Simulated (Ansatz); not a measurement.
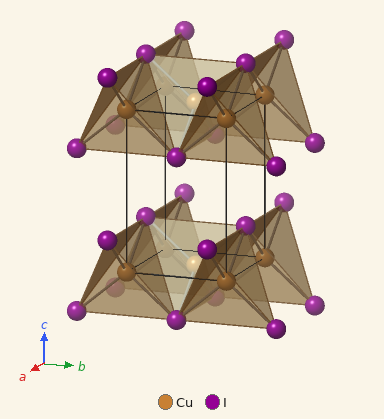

A polyhedral rendering, viewed slightly off an axis. The parallelepiped is the conventional unit cell. A few atoms beyond the faces are included.

CuI, space group P4/nmm (No. 129), a = 4.055 Å, b = 4.055 Å, c = 6.346 Å, α = 90.00°, β = 90.00°, γ = 90.00°. Origin of the cell: a structure listed in the Materials Project. Earlier steps of the study may have refined or changed the cell and positions. A calculation with Ansatz used it as input.

This one geometry was computed with Ansatz (DFT, plane waves, PAW) at six levels of theory: dielectric-dependent PBE0 (fraction 1/eps_inf of PBE), r2SCAN, PBE, r2SCAN0, LDA and PBE with spin-orbit coupling.

Which level gives the highest pressure at this volume, and what does that say about its equilibrium volume?

Answer. Highest: dielectric-dependent PBE0 (fraction 1/eps_inf of PBE) (2.3 GPa), PBE (2.2 GPa), r2SCAN0 (1.8 GPa) and PBE with spin-orbit coupling (2.2 GPa), which points to the largest equilibrium volume. Lowest, with the smallest volume: LDA (-3.1 GPa). Levels within 0.5 GPa of each other can't be told apart.

How does the band gap change with the level of theory?

Answer. PBE with spin-orbit coupling: a gap of 1.37 eV, direct; LDA: a gap of 1.39 eV, direct; PBE: a gap of 1.58 eV, direct; r2SCAN: a gap of 2.08 eV, direct; dielectric-dependent PBE0 (fraction 1/eps_inf of PBE): a gap of 2.92 eV, direct; r2SCAN0: a gap of 3.93 eV, direct.

Collect the results in a table.

Answer.
| level | cutoff (eV) | k-mesh of the run's cell | gap (eV) | pressure (GPa) |
| --- | --- | --- | --- | --- |
| dielectric-dependent PBE0 (fraction 1/eps_inf of PBE) | 420 | 4×4×4 | 2.92 | 2.3 |
| r2SCAN | 500 | 6×6×4 | 2.08 | 1.1 |
| PBE | 420 | 6×6×4 | 1.58 | 2.2 |
| r2SCAN0 | 500 | 4×4×4 | 3.93 | 1.8 |
| LDA | 420 | 6×6×4 | 1.39 | -3.1 |
| PBE with spin-orbit coupling | 420 | 6×6×4 | 1.37 | 2.2 |

Gaps are taken on the k-mesh or band path of each run.
